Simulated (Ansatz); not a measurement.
The Ansatz input:

```yaml
crystal:
  lattice:
    - [3.571, 0.0, 0.0]
    - [0.0, 3.571, 0.0]
    - [0.0, 0.0, 3.571]
  atoms:
    - { symbol: Co, position: [0.5, 0.5, 0.0], spin: 2.0 }
    - { symbol: Co, position: [0.5, 0.0, 0.5], spin: 2.0 }
    - { symbol: Co, position: [0.0, 0.5, 0.5], spin: 2.0 }
    - { symbol: Ti, position: [0.0, 0.0, 0.0], spin: 1.0 }
kpoints:
  mp_grid: { grid: [8, 8, 8] }
  band_path:
    path:
      - [0.0, 0.0, 0.0]
      - [0.0, 0.5, 0.0]
      - [0.5, 0.5, 0.0]
      - [0.0, 0.0, 0.0]
      - [0.5, 0.5, 0.5]
      - [0.0, 0.5, 0.0]
    npoints: 10
scf:
  occupations: { method: fermi_dirac, width: 0.05 }
hamiltonian:
  xc: pbesol
  pseudopotentials: { kind: all_electron, datasets: crystal }
magnetization:
  spin_polarized: true
output:
  forces: true
  stress: true
  eigenvalues: true
  elf: true
  volumetric_format: npy
```

System: TiCo3, space group Pm-3m, 4 atoms in the cell.

Level of theory: PBEsol, PAW data sets made for the crystal, collinear spin, ferromagnetic start, no spin-orbit coupling, 8×8×8 k mesh, Fermi-Dirac smearing of 0.05 eV; code Ansatz 0.2.0.

What will the band structure look like? The path is Γ–X–M–Γ–R–X.

A metal: bands cross the Fermi level along this path. Bands cross the Fermi level on every line of the path. At Γ the nearest levels lie 0.26 eV below and 0.06 eV above the Fermi level.

The magnetic state is the one that this start led to; another may lie lower. The cell is at −4 GPa in this functional. Bands are joined in order of energy, so crossings between the computed points show as kinks or gaps.

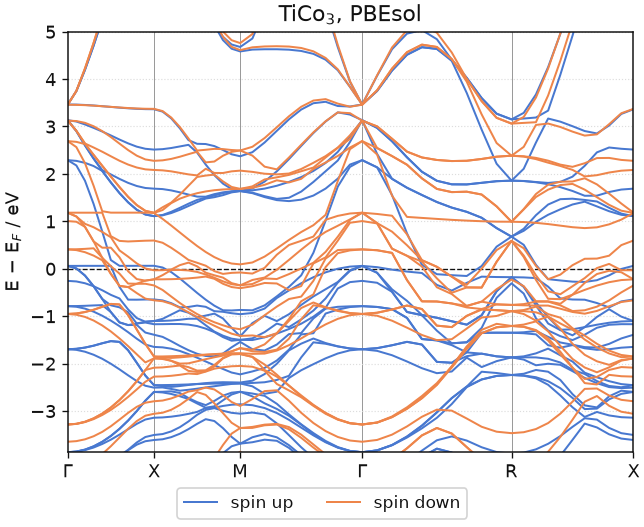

Band structure. Energies are counted from the Fermi level.
